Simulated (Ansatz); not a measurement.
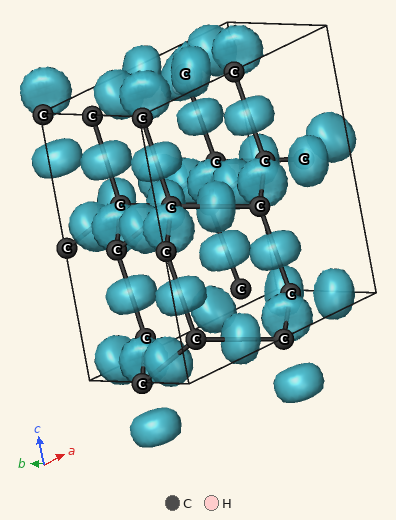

*HC16 (cell charge +1, with a compensating background) (cell with a defect). Isosurface of the electron localisation function at 0.8 (cyan), seen at an oblique angle. Core shells and regions of very low density are left out. Sticks mark near contacts.*

Level of theory: DFT PBE, scalar-relativistic, plane waves, PAW (Ansatz 0.2.0).

In a PAW calculation such maps are meaningful between the atoms, not at the nuclei.

```
C H
1.0
     0.00000    3.57000    3.57000
     3.57000    0.00000    3.57000
     3.57000    3.57000    0.00000
C H
16 1
Cartesian
  3.5408 3.5864 0.0615
  0.8755 0.9099 0.9401
  1.7634 1.7914 0.0447
  2.6500 2.6832 0.9366
  5.3251 3.5827 1.8336
  2.6553 0.8902 2.7085
  3.5376 1.7871 1.8171
  4.4409 2.6651 2.7115
  3.5915 5.3687 1.8720
  0.8736 2.7101 2.7443
  1.7605 3.5688 1.8293
  2.6523 4.4687 2.7301
  5.2639 5.2893 3.5313
  2.7194 2.7645 4.5768
  3.5398 3.5542 3.5895
  4.3932 4.4297 4.4970
  5.7938 5.2720 4.5814
```

> Identify the bonds, lone pairs and shells in this picture.

The surface consists of 31 regions between bonded C–C atoms (shared pairs) and one region around a hydrogen nucleus, counted in one cell of 17 atoms. Any copies at cell faces, edges or corners count once.

Values along the shortest contacts:
C–H (1.17 Å): the ELF climbs to about 0.95 towards the hydrogen, as it does in any bond to H: an ordinary covalent bond to hydrogen. C–C (1.51 Å): the ELF peaks at about 0.95 between the atoms (a covalent bond).

> Metal or insulator at this level of theory?

It is gapped, with a Kohn–Sham gap of 2.5 eV on the k-point mesh (the band edges may lie off the mesh, which would make the gap smaller).
